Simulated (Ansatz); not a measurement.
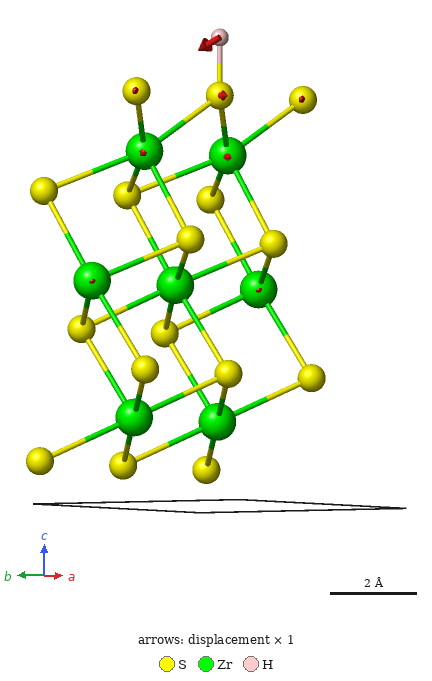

A constrained relaxation of a slab of composition Zr$_{6}$HS$_{12}$ (cut from the P-3m1 phase). The starting structure is drawn; red arrows show the displacements, at their true length.

The picture is a ball-and-stick view of the cell of the calculation, outlined in the plane, without the vacuum (origin shifted), seen from a free direction.

Case: H put at a top S site. The slab is the (1 0 0) face of ZrS2 with H on it. 8 atoms are held fixed.

Level of theory: Ansatz 0.2.0, DFT PBE+D3(BJ), scalar-relativistic, plane waves, PAW. Set-up: plane-wave cutoff 420 eV; k-point mesh 4 × 5 × 1; occupations gaussian; smearing width 0.05 eV; collinear spin; dipole correction; atoms relaxed in a fixed cell; force threshold 0.03 eV/Å; at most 70 steps.

Q: Atoms of which element are displaced furthest, and by how much?

A: Hydrogen: up to 0.68 Å, against 0.23 Å for sulfur.

Q: Describe the change and its energy.

A: The atom that moves furthest is the H atom (0.68 Å at 64° to the normal (−c side)). Largest moves by element: H 0.68 Å, S 0.23 Å, Zr 0.16 Å. The cell doesn't change. Near-neighbour distances that change, for instance: S–Zr 2.443 → 2.683 Å, Zr–Zr 3.635 → 3.476 Å, S–Zr 2.512 → 2.621 Å, S–Zr 2.624 → 2.522 Å. Among the angles between lasting bonds that change: Zr–S–H 123.2° → 98.3°, Zr–S–Zr 87.7° → 95.6°, S–Zr–S 105.6° → 98.9°. After 9 accepted moves (11 points after the start) the energy has fallen by 0.613 eV per cell of the calculation. The largest force component goes from 1.7 to 0.0087 eV/Å. The line search rejected the trial steps at points 8, 10 of the run. The program noted that the starting moments weren't kept.

Limits of the set-up: the periodic images lie only 5.7 Å apart, so the values are limited by the cell's size.
